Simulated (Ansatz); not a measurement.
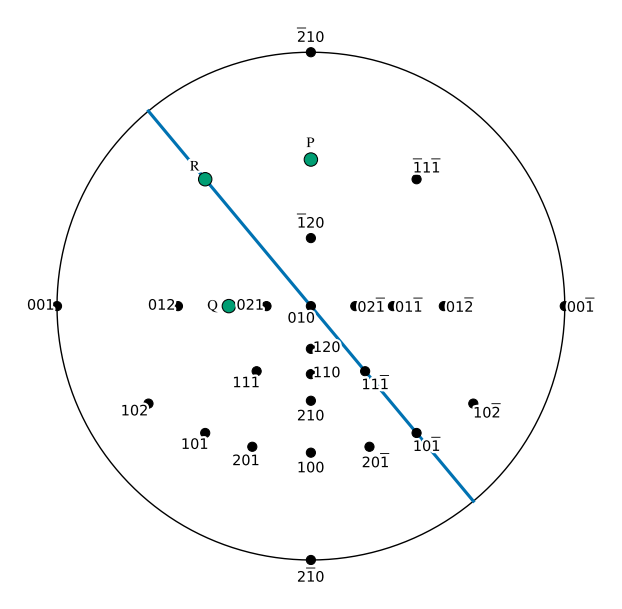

For MgO, the geometry relaxed with DFT, PBEsol, plane waves, PAW in Ansatz 0.2.0: stereographic projection of plane normals (upper hemisphere) centred on (0 1 0). Geometry calculated from the standardised cell; symmetry tolerance 0.002 Å.

a = 3.494 Å, b = 3.494 Å, c = 4.194 Å, α = 90.00°, β = 90.00°, γ = 120.00°.

Index the poles marked P, Q, R.

P is (−1 1 0), in four indices (−1 1 0 0), 60.0° from the centre; Q is (0 1 1), in four indices (0 1 −1 1), 35.8° from the centre; R is (−1 1 1), in four indices (−1 1 0 1), 66.1° from the centre.

Which zone does the coloured great circle trace?

The zone [1 0 1]: its poles satisfy h + l = 0.

What is the angle between the normals of (1 0 −1) and (1 2 0), and what are their d_hkl = 1/|g|?

52.2°; d = 2.454 Å and 1.144 Å.
